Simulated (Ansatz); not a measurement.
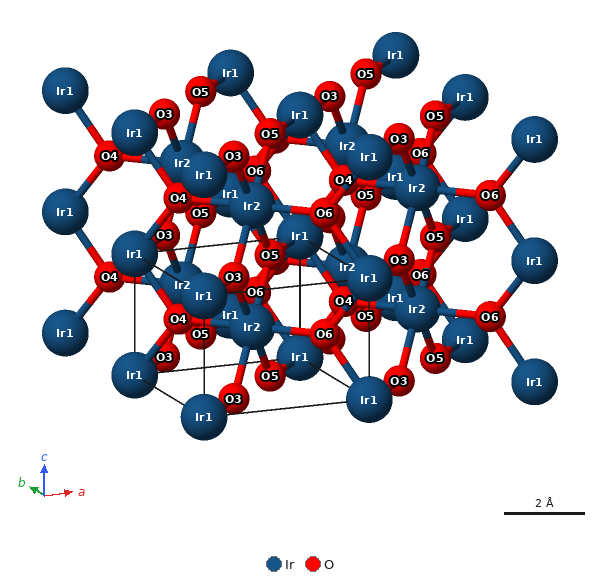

The structure as given in the input (ball-and-stick view of the cell of the calculation, repeated 2 × 2 × 2, seen slightly off an axis; atoms are numbered from 1 in the order of the input). Near neighbours in the crystal (not all of them lie inside the picture): Ir has 6 O at 1.98 Å; O has 3 Ir at 1.98 Å.

# What a change does: single-point calculation on IrO2

System: IrO2 (P4₂/mnm, 6 atoms in the cell).
Method of run 1: DFT LDA+U+J, scalar-relativistic, plane waves, PAW, U = 4 eV, J = 0.9 eV on Ir atom 1 d; U = 4 eV, J = 0.9 eV on Ir atom 2 d, spin-polarised (Ansatz 0.2.0).

The structure derives from an entry of the Crystallography Open Database. Text and figures count atoms from 1; the logs count them from 0 in places.

### Input file, run 1
```yaml
crystal:
  lattice:
    - [4.49900026, 0.0, 0.0]
    - [0.0, 4.49900026, 0.0]
    - [0.0, 0.0, 3.14600018]
  atoms:
    - { symbol: Ir, position: [0.0, 0.0, 0.0], spin: 5.0 }
    - { symbol: Ir, position: [0.5, 0.5, 0.5], spin: 5.0 }
    - { symbol: O, position: [0.311, 0.311, 0.0] }
    - { symbol: O, position: [0.189, 0.811, 0.5] }
    - { symbol: O, position: [0.689, 0.689, 0.0] }
    - { symbol: O, position: [0.811, 0.189, 0.5] }
basis:
  ecutwfc: 420
  ecutrho_ratio: 4
kpoints:
  mp_grid: { grid: [4, 4, 6] }
hamiltonian:
  xc: lda
  hubbard:
    sites:
      - { site: 0, l: d, u: 4.0, j: 0.9 }
      - { site: 1, l: d, u: 4.0, j: 0.9 }
scf:
  occupations: { method: gaussian, width: 0.05 }
  lower_state_search: "off"
  max_iter: 150
output:
  forces: true
  stress: true
  eigenvalues: true
  populations: true
  hubbard: { sites: [{ site: 0, l: d }, { site: 1, l: d }] }
magnetization:
  spin_polarized: true
```

Command:
```bash
ansatz run input.yaml --threads 4 --pin off --max-ram 6144MiB --backend cpu --events-out ev --progress --plain --runs-dir out
```

Hardware: 4 threads of Arm Neoverse V1, 24 GiB of memory available, shared host.

### Output, shortened to warnings, some set-up lines, iterations and results (run 1)
```
WARN: the starting moments were not kept: the SCF closed with an absolute magnetisation of 6.7e-6 μB, where they sum to 10 μB in size (2 sites). That is at most 0.1 of that sum. Measured as dr2_m measures the in/out step, that magnetisation stands 1.0e-11 eV from none, at or under the dr2_threshold of 1.0e-7 eV: it is no larger than a step whose dr2_m would equal this threshold. The system may …
Basis set: ecut = 420 eV, 1243 PW (Γ)
Symmetry: 16 space group operations
k-points: 24 of 96
Initial density: superposition of atomic densities (chi_scale 0.1, normalization cell, long waves kept (reshape's long-wave potential 0.00 eV rms))
[...]
SCF iter   1: F=—  HF=-25529.730339 eV  |F-HF|=—  |Δ(HF+E_count)|=         —  Δρ=1.66e-1 (↑1.38e-1 ↓1.66e-1)  dr2=1.41e0  dr2_m=1.28e1  M=3.461 μB ∫|m|=3.917 μB  β_m=0.30  …
SCF iter   2: F=—  HF=-25532.784415 eV  |F-HF|=—  |Δ(HF+E_count)|=    3.05e0  Δρ=1.31e-1 (↑1.12e-1 ↓1.31e-1)  dr2=9.29e-1  dr2_m=8.09e0  M=2.695 μB ∫|m|=3.197 μB  β_m=0.30  …
SCF iter   3: F=—  HF=-25534.906428 eV  |F-HF|=—  |Δ(HF+E_count)|=    2.12e0  Δρ=9.93e-2 (↑9.93e-2 ↓8.51e-2)  dr2=3.07e-1  dr2_m=4.91e0  M=2.162 μB ∫|m|=2.623 μB  β_m=0.30  …
SCF iter   4: F=—  HF=-25536.274852 eV  |F-HF|=—  |Δ(HF+E_count)|=    1.37e0  Δρ=7.30e-2 (↑7.30e-2 ↓6.73e-2)  dr2=8.44e-2  dr2_m=2.83e0  M=1.994 μB ∫|m|=2.337 μB  β_m=0.30  …
SCF iter   5: F=—  HF=-25537.106381 eV  |F-HF|=—  |Δ(HF+E_count)|=   8.32e-1  Δρ=5.56e-2 (↑5.08e-2 ↓5.56e-2)  dr2=5.89e-2  dr2_m=1.64e0  M=1.835 μB ∫|m|=2.089 μB  β_m=0.30  …
[... 37 lines ...]
SCF iter  43: F=—  HF=-25538.368687 eV  |F-HF|=—  |Δ(HF+E_count)|=   4.70e-7  Δρ=1.19e-5 (↑1.19e-5 ↓1.02e-5)  dr2=3.86e-8  dr2_m=6.42e-8  M=-0.001 μB ∫|m|=0.001 μB  …
SCF iter  44: F=—  HF=-25538.368687 eV  |F-HF|=—  |Δ(HF+E_count)|=   1.09e-7  Δρ=1.79e-6 (↑9.70e-7 ↓1.79e-6)  dr2=4.57e-10  dr2_m=1.02e-9  M=-0.000 μB ∫|m|=0.000 μB  …
SCF iter  45: F=-25538.368687 eV  HF=-25538.368687 eV  |F-HF|=1.82e-11  |Δ(HF+E_count)|=  7.31e-10  Δρ=1.83e-7 (↑1.83e-7 ↓7.57e-8)  dr2=2.24e-11  dr2_m=4.36e-12  M=-0.000 μB …
SCF iter  46: F=-25538.368687 eV  HF=-25538.368687 eV  |F-HF|=2.18e-11  |Δ(HF+E_count)|=  3.64e-12  Δρ=1.83e-7 (↑1.83e-7 ↓7.57e-8)  dr2=2.24e-11  dr2_m=4.36e-12  M=-0.000 μB …
SCF 1 converged in 46 iterations: F = -25538.368687 eV  dr2 = 2.24e-11
SCF converged after 46 iterations
Magnetization: -0.0000 μB (29.0000 up, 29.0000 down)
Absolute magnetization: 0.0000 μB (∫|ρ↑−ρ↓|, with the PAW one-centre terms)
Spin contamination: 0.0000 ħ² per cell (⟨S²⟩ above its minimum at these occupations)
Per-site moments (μB) at R_I (Å): [(-1.2117990854273116e-6, 0.8162352719715799), (-1.2117990853668148e-6, 0.8162352719715799), (-7.7606377354657e-7, 0.8162352719715799), (-7.760637735932956e-7, 0.8162352719715799), (-7.760637735778265e-7, 0.81623527197158), (-7.760637735851437e-7, …
Free energy (F): -25538.368687 eV
Harris-Foulkes:  -25538.368687 eV  (|F-HF|=2.18e-11)
Internal energy: -25538.365523 eV  (E = F + TS)
E sigma→0 (E₀):  -25538.367105 eV
Entropy (-TS):   -0.003164 eV (-0.527 meV/atom)
Fermi energy:    13.673606 eV
--- Per-component energies (eV) ---
  E_band       = -483.943580
  E_kinetic    = 1937.580251
  E_local      = -4470.886218  (includes V_loc(G=0)·N_el)
  E_nonlocal   = 360.864638
  E_hartree    = 1644.093373
  E_xc         = -816.716332
  E_vxc        = -964.711069  (∫ρ·V_xc dr)
  E_hubbard    = 4.592973  (on-site DFT+U / exact-exchange correction)
  E_vhub       = -12.878402  (the Hubbard potential's part of the band-sum identity)
  E_paw        = -18494.318604  (= ΣΔE_a)
  E_vpaw       = -622.109444  (= ΣTr[D̂ρ^β])
  E_aug_tail   = 0.010233  (compensation charges beyond the density's cutoff)
  E_ewald      = -5704.796725
  E_core_change = 1.210890  (= ΣΔE_core)
  E_smearing   = -0.003164  (= −TS)
  E_closure    = -0.000000  (closes the sum)
  Σ components = -25538.368687   (vs F -25538.368687, Δ=0.00e0)
--- DFT+U+J on-site energies (Liechtenstein; fll double counting; per corrected site; eV) ---
  site 0 (l=d): U=4.0000  J=0.9000  Tr N=7.1175  E_int=81.184491  E_dc=78.888005  E_U=2.296486
  site 1 (l=d): U=4.0000  J=0.9000  Tr N=7.1175  E_int=81.184491  E_dc=78.888005  E_U=2.296486
--- Forces (eV/Å), atoms counted from 1 ---
  atom   1  Ir     0.00000000    -0.00000000     0.00000000
  atom   2  Ir     0.00000000     0.00000000     0.00000000
  atom   3  O     -0.42519237    -0.42519237     0.00000000
  atom   4  O      0.42519237    -0.42519237     0.00000000
  atom   5  O      0.42519237     0.42519237     0.00000000
  atom   6  O     -0.42519237     0.42519237     0.00000000
  max |Σ_I F_I| component: 1.11e-16 eV/Å
--- Stress (GPa, compression-positive) ---
       -8.799375       0.000000       0.000000
        0.000000      -8.799375       0.000000
        0.000000       0.000000      -5.345068
  P = ⅓ Tr σ = -7.6479 GPa (-76.479 kbar)
Occupation matrices written to [file]
--- Löwdin populations: 6 sites ---
  site symbol       q [e]    m [muB]
     0     Ir     15.6412    -0.0000
[...]
```

Run 2 used a changed input.

### The two runs side by side

| quantity | run 1 | run 2 |
| --- | --- | --- |
| outcome | converged | converged |
| free energy per atom (eV) | −4256.3948 | −4247.3543 |
| energy per atom, smearing taken to zero (eV) | −4256.3945 | −4247.3540 |
| gap on the mesh (eV) | 0.00 | 0.00 |
| net moment of the cell (μB) | 0.00 | 1.59 |
| absolute moment of the cell (μB) | 0.00 | 10.12 |
| pressure (GPa) | −7.65 | 68.44 |
| largest force (eV/Å) | 0.601 | 4.275 |
| SCF iterations | 46 | – |
| irreducible k-points | 24 | 28 |
| plane waves at Γ | 1243 | 1243 |
| wall time (shared host) | 21 s | 18 s |

What was changed in the input?

The change (lines with − go, lines with + come):
```diff
-    - { symbol: Ir, position: [0.5, 0.5, 0.5], spin: 5.0 }
+    - { symbol: Ir, position: [0.5, 0.5, 0.5], spin: -2.5 }
+  spin_locking: { lock_spins: true }
```

The total moment is fixed by the input in run 2, so the state need not be the lowest. With the same functional and potentials, run 2 lies 9040.5 meV per atom higher. The net moment of the cell goes from 0.00 to 1.59 μB. The pressure goes from −7.65 to 68.44 GPa. The largest force goes from 0.601 to 4.275 eV/Å. The irreducible k-points go from 24 to 28.

### Output, shortened to warnings, some set-up lines, iterations and results (run 2)
```
Warning: output.stress: scf.convergence.dr2_threshold = 1e-7 eV (the SCF's general default) is looser than the 6e-10 eV advised for a printed stress (1e-10 eV for each atom of the cell: 6). What an SCF threshold leaves in a stress goes as its square root, and in the free energy as the threshold itself, and one threshold admits the most on a small cell: of the crystals measured, under no hybrid …
Warning: output.stress: the lock of the moments that magnetization.spin_locking holds to the close lets an SCF meet its threshold on dr2 anywhere within the lock's freeze window, and the stress can move with the moments there: no threshold on dr2 bounds that. The window is the square root of the freeze energy over magnetization.spin_locking.lambda. Set magnetization.spin_locking.freeze_energy_tol …
WARN: magnetisation constraint 0 stalled: max|Δm| = 9.51e-1 μB after 1.73e0 (insufficient decrease); penalty doubled to λ_eff = 2.000 eV/μB² (escalation 1) — a constraint that keeps stalling ends the run as non-convergence; consider a larger constraint lambda
Basis set: ecut = 420 eV, 1243 PW (Γ)
Symmetry: 8 space group operations
k-points: 28 of 96
Initial density: superposition of atomic densities (chi_scale 0.1, normalization cell, long waves kept (reshape's long-wave potential 0.00 eV rms))
[...]
SCF iter   1: F=-25523.825677 eV  HF=-25527.052076 eV  |F-HF|=3.23e0  |Δ(HF+E_count)|=         —  Δρ=8.41e-2 (↑8.41e-2 ↓6.88e-2)  dr2=5.26e0  dr2_m=2.48e0  M=2.176 μB …
SCF iter   2: F=-25526.938394 eV  HF=-25527.655672 eV  |F-HF|=7.17e-1  |Δ(HF+E_count)|=   6.04e-1  Δρ=5.16e-2 (↑5.16e-2 ↓5.05e-2)  dr2=1.69e0  dr2_m=1.12e0  M=2.209 μB …
SCF iter   3: F=-25529.682374 eV  HF=-25529.675398 eV  |F-HF|=6.98e-3  |Δ(HF+E_count)|=    2.02e0  Δρ=1.47e-2 (↑1.33e-2 ↓1.47e-2)  dr2=1.47e-1  dr2_m=6.16e-2  M=2.072 μB …
SCF iter   4: F=-25530.356665 eV  HF=-25530.387217 eV  |F-HF|=3.06e-2  |Δ(HF+E_count)|=   7.12e-1  Δρ=7.70e-3 (↑7.70e-3 ↓4.60e-3)  dr2=6.03e-2  dr2_m=8.31e-3  M=2.030 μB …
SCF iter   5: F=-25530.204035 eV  HF=-25530.208087 eV  |F-HF|=4.05e-3  |Δ(HF+E_count)|=   1.79e-1  Δρ=4.75e-3 (↑4.75e-3 ↓2.80e-3)  dr2=1.58e-2  dr2_m=2.55e-3  M=1.956 μB …
[... 80 lines ...]
SCF iter  86: F=-25484.126000 eV  HF=-25484.126001 eV  |F-HF|=1.88e-8  |Δ(HF+E_count)|=   1.85e-3  Δρ=1.02e-5 (↑1.02e-5 ↓8.67e-6)  dr2=1.00e-7  dr2_m=2.36e-8  M=1.589 μB …
SCF iter  87: F=-25484.125724 eV  HF=-25484.125724 eV  |F-HF|=6.97e-9  |Δ(HF+E_count)|=   2.77e-4  Δρ=2.02e-6 (↑2.02e-6 ↓2.00e-6)  dr2=1.01e-8  dr2_m=1.04e-9  M=1.589 μB …
SCF iter  88: F=-25484.125621 eV  HF=-25484.125621 eV  |F-HF|=6.55e-11  |Δ(HF+E_count)|=   1.03e-4  Δρ=3.14e-7 (↑2.64e-7 ↓3.14e-7)  dr2=1.61e-10  dr2_m=1.32e-11  M=1.589 μB …
SCF iter  89: F=-25484.125619 eV  HF=-25484.125619 eV  |F-HF|=0.00e0  |Δ(HF+E_count)|=   2.00e-6  Δρ=5.97e-8 (↑5.97e-8 ↓5.40e-8)  dr2=9.48e-12  dr2_m=4.93e-13  M=1.589 μB …
SCF 1 converged in 89 iterations: F = -25484.125619 eV  dr2 = 9.48e-12
this state was not tested for a lower state beside it, because a magnetisation constraint still acts at the end of the SCF (magnetization_constraint; see scf.lower_state_search)
SCF converged after 89 iterations
Magnetization: 1.5886 μB (29.7943 up, 28.2057 down)
Absolute magnetization: 10.1191 μB (∫|ρ↑−ρ↓|, with the PAW one-centre terms)
Spin contamination: 4.4012 ħ² per cell (⟨S²⟩ above its minimum at these occupations)
Per-site moments (μB) at R_I (Å): [(4.998735562458131, 0.8162352719715799), (-2.49630700195746, 0.8162352719715799), (-0.23039584937941182, 0.8162352719715799), (-0.22680555767923627, 0.8162352719715799), (-0.23039584937941146, 0.81623527197158), (-0.22680555767923638, 0.8162352719715799)]
--- Magnetisation constraints (ε_frz = 1.0e-4 eV) ---
  site  kind      target   achieved (μB)  |Δ|max (μB)  g (eV/μB)  λ_eff  esc  ok   flags
  0     per_site  +5.0000  +4.9987        1.26e-3      -3.95e1    2.000  1    yes
  1     per_site  -2.5000  -2.4963        3.69e-3      +4.46e0    2.000  1    yes
Free energy (F): -25484.125619 eV
Harris-Foulkes:  -25484.125619 eV  (|F-HF|=0.00e0)
Internal energy: -25484.122431 eV  (E = F + TS)
E sigma→0 (E₀):  -25484.124025 eV
Entropy (-TS):   -0.003188 eV (-0.531 meV/atom)
Fermi energy:    15.460835 eV
--- Per-component energies (eV) ---
  E_band       = -607.112220
  E_kinetic    = 1982.351184
  E_local      = -4532.454414  (includes V_loc(G=0)·N_el)
  E_nonlocal   = 424.111493
  E_hartree    = 1680.119736
  E_xc         = -819.371162
  E_vxc        = -968.804063  (∫ρ·V_xc dr)
  E_hubbard    = 2.985823  (on-site DFT+U / exact-exchange correction)
  E_vhub       = -11.684858  (the Hubbard potential's part of the band-sum identity)
  E_paw        = -18518.289866  (= ΣΔE_a)
  E_vpaw       = -652.394541  (= ΣTr[D̂ρ^β])
  E_aug_tail   = 0.010607  (compensation charges beyond the density's cutoff)
  E_constr_dc  = -208.487113  (∫m·b dr)
  E_ewald      = -5704.796725
  E_core_change = 1.210890  (= ΣΔE_core)
  E_smearing   = -0.003188  (= −TS)
  E_closure    = 0.000002  (closes the sum)
  E_penalty    = 0.066373  (constraint; not in F)
  Σ components = -25484.125619   (vs F -25484.125619, Δ=0.00e0)
--- DFT+U+J on-site energies (Liechtenstein; fll double counting; per corrected site; eV) ---
  site 0 (l=d): U=4.0000  J=0.9000  Tr N=4.9272  E_int=32.521587  E_dc=31.428028  E_U=1.093560
  site 1 (l=d): U=4.0000  J=0.9000  Tr N=6.4641  E_int=64.018533  E_dc=62.126270  E_U=1.892263
--- Forces (eV/Å), atoms counted from 1 ---
  atom   1  Ir    -0.00000000    -0.00000000     0.00000000
  atom   2  Ir     0.00000000     0.00000000     0.00000000
  atom   3  O      1.10840209     1.10840209     0.00000000
  atom   4  O      3.02297551    -3.02297551     0.00000000
[...]
```

For both runs: Spin–orbit coupling is left out, which matters for Ir. For run 1: Warnings: some starting moments were not kept. The cell is under a tension of 7.6 GPa at this level, so it is not at its equilibrium volume. For run 2: Warnings: the state was not tested for a lower one; the SCF threshold is looser than advised for the printed stress. The cell is under a pressure of 68 GPa at this level, so it is not at its equilibrium volume.
